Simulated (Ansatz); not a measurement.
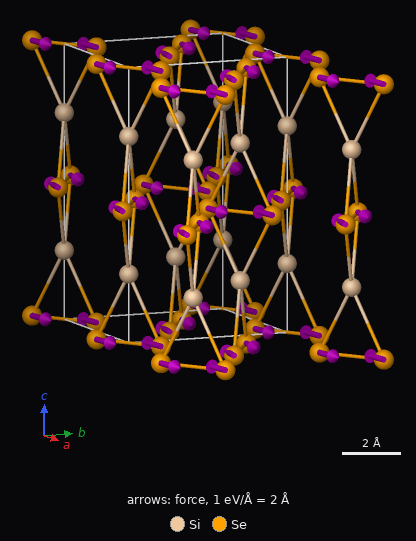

Starting geometry of crystalline SiSe2 (set up in Ibam) (coarse preliminary run) with the computed forces as purple arrows. The picture is a ball-and-stick view of the conventional cell (2 times the calculation's cell), repeated 2 × 1 × 1 with one cell outlined, seen slightly off an axis. Lengths and directions refer to the drawn axes.

Computed with DFT PBE, scalar-relativistic, plane waves, PAW in Ansatz. Settings: plane-wave cutoff 420 eV; k-point mesh 4 × 4 × 4; occupations gaussian; smearing width 0.1 eV; no spin polarisation; cell and atoms relaxed; force threshold 0.04 eV/Å; at most 70 steps.

What follows when this structure is relaxed?

It isn't relaxed: the largest force vector, on Se atoms, is 0.68 eV/Å. The atoms end up moving mostly along the starting forces (cosine between the two patterns 0.90). The largest moves relative to the cell, 0.31 Å, are those of Se atoms. Si stays in place. The volume changes by +24.3 %, with a 5.760 → 7.716 Å (+34.0 %), b 6.030 → 9.178 Å (+52.2 %), c 9.760 → 5.952 Å (−39.0 %). Some distances before and after: Si–Si 4.880 → 2.976 Å, Se–Se 3.065 → 4.775 Å, Se–Se 3.273 → 4.424 Å, Se–Se 2.747 → 3.509 Å. Among the angles between lasting bonds that change: Si–Se–Si 121.3° → 80.6°, Se–Si–Se 58.7° → 99.4°, Se–Si–Se 149.8° → 116.4°. The space group stays Ibam (No. 72). The energy falls by 1172 meV per atom in 33 accepted moves (36 points after the start). Largest force component: 0.67 eV/Å at the start, 0.011 eV/Å at the end. Pressure: −3.52 GPa at the start and 0.19 GPa at the end. The line search rejected the trial step at point 14 of the run. The SCF was repeated twice at an unchanged geometry on a basis and grid sized afresh for the cell, which shifted the energy by 29.7 meV per atom at most. Cost: 5.3 min on 1 thread of Intel(R) Xeon(R) Platinum 8375C CPU @ 2.90GHz (Ice Lake), on a shared host, peak memory 0.56 GiB.
